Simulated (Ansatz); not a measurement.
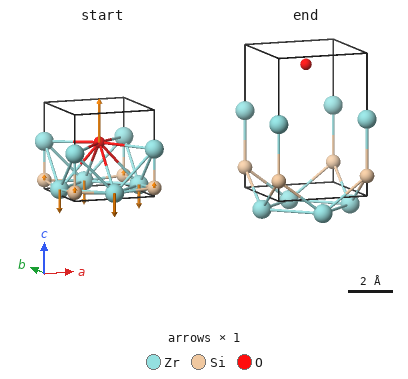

The structure of crystalline Zr3SiO (a generated structure, set up in P4mm) (coarse preliminary run) before (left) and after (right) a relaxation, at one scale. The orange arrows give the displacements (the part carried along by the change of the cell is left out), at their true length.

The picture is a ball-and-stick view of the cell of the calculation, seen slightly off an axis.

The calculation used Ansatz, DFT PBE, scalar-relativistic, plane waves, PAW. Settings: plane-wave cutoff 420 eV; k-point mesh 4 × 4 × 4; occupations gaussian; smearing width 0.1 eV; no spin polarisation; cell and atoms relaxed; force threshold 0.04 eV/Å; at most 70 steps.

Summarise the run.

Answer. The atom that moves furthest relative to the cell is the O atom (2.06 Å along +c). Largest moves by element: O 2.06 Å, Zr 1.13 Å, Si 0.27 Å. The volume changes by +103.7 %, with a = b 3.930 → 4.363 Å (+11.0 %), c 4.041 → 6.679 Å (+65.3 %). Among the contacts that change: O–Zr 2.872 → 7.002 Å, Zr–Zr 2.775 → 4.813 Å, Si–Zr 2.227 → 4.027 Å, O–Zr 2.782 → 3.886 Å. Bonds break: Si–Zr (2.23 → 4.03 Å), Zr–Zr (2.77 → 4.81 Å). Among the angles between lasting bonds that change: Zr–O–Zr 90.5° → 178.7°, Zr–Si–Zr 171.6° → 106.2°, Zr–Si–Zr 94.2° → 126.9°. The space group stays P4mm (No. 99). The energy falls by 4586 meV per atom in 20 accepted moves (24 points after the start). Largest force component: 16 eV/Å at the start, 0.0075 eV/Å at the end. Pressure: 148.06 GPa at the start and −0.04 GPa at the end. The line search rejected the trial step at point 18 of the run. At 3 points the geometry stayed and the basis and grid were re-selected for the new cell (energy shift of 184 meV per atom at most each time). Cost: 2.3 min on 1 thread of Arm Neoverse V1, on a shared host, peak memory 0.37 GiB.

Limits of the set-up: the k-point mesh is coarse for a cell with partly filled bands.
